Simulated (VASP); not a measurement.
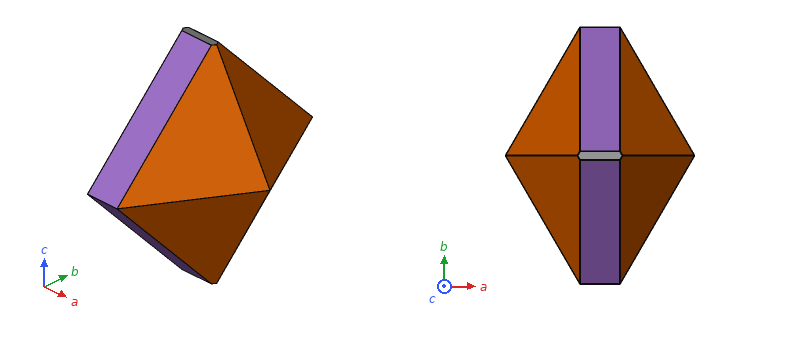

Two views of one computed crystal shape (BFDH rule; symmetry-equivalent faces share a colour; the right view looks down the c axis). A face and its opposite count as equivalent. Forms under 0.4 % of the area are left out.

Which crystal system and Laue class does the shape show?

Orthorhombic, Laue class mmm. A BFDH shape is always centrosymmetric and shows few forms, so it can't tell the point group within that class. It was computed for TiSi2 in Fddd, with forms {111}, {022} and {004}.

Source: a cell listed in the Materials Project, as set up for an electronic-structure calculation.
